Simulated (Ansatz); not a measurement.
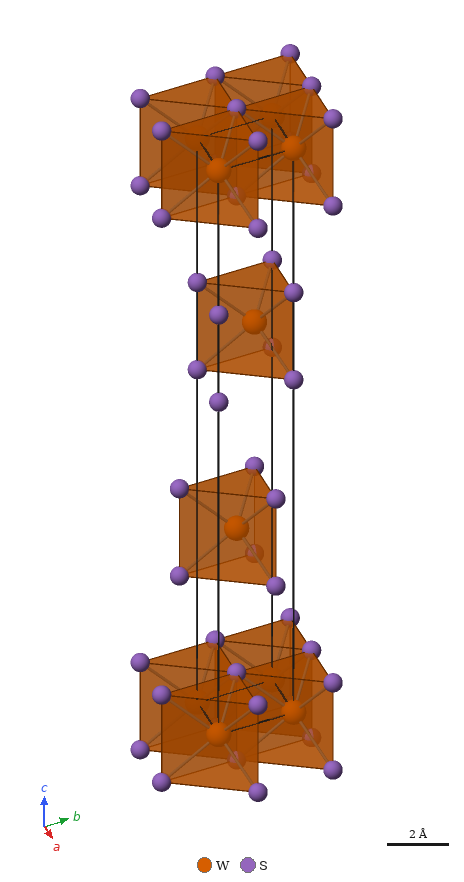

We look at a polyhedral model of the crystal slightly off an axis. The frame is the conventional unit cell; atoms at its boundary are shown with their periodic copies. Some atoms of the next cells are drawn as well.

WS2, space group R3m (No. 160), a = 3.327 Å, b = 3.327 Å, c = 19.627 Å, α = 90.00°, β = 90.00°, γ = 120.00°. Provenance: a structure type filled with these elements by a generator (whether the compound takes this form wasn't checked). The cell was then strained or its atoms displaced on purpose. A calculation with Ansatz used it as input.

This one geometry was computed with Ansatz (DFT, plane waves, PAW) at three levels of theory: r2SCAN, HSE06 and PBE.

### Which level gives the highest pressure at this volume, and what does that say about its equilibrium volume?

Highest: PBE (-5.7 GPa), which points to the largest equilibrium volume. Lowest, with the smallest volume: HSE06 (-9.7 GPa). Levels within 0.5 GPa of each other can't be told apart.

### How does the band gap change with the level of theory?

PBE: a gap of 0.43 eV, indirect; r2SCAN: a gap of 0.48 eV, indirect; HSE06: a gap of 0.80 eV, indirect.

### Collect the results in a table.

| level | cutoff (eV) | k-mesh of the run's cell | gap (eV) | pressure (GPa) |
| --- | --- | --- | --- | --- |
| r2SCAN | 500 | 10×10×10 | 0.48 | -7.8 |
| HSE06 | 420 | 6×6×6 | 0.80 | -9.7 |
| PBE | 420 | 10×10×10 | 0.43 | -5.7 |

Gaps are taken on the k-mesh or band path of each run.
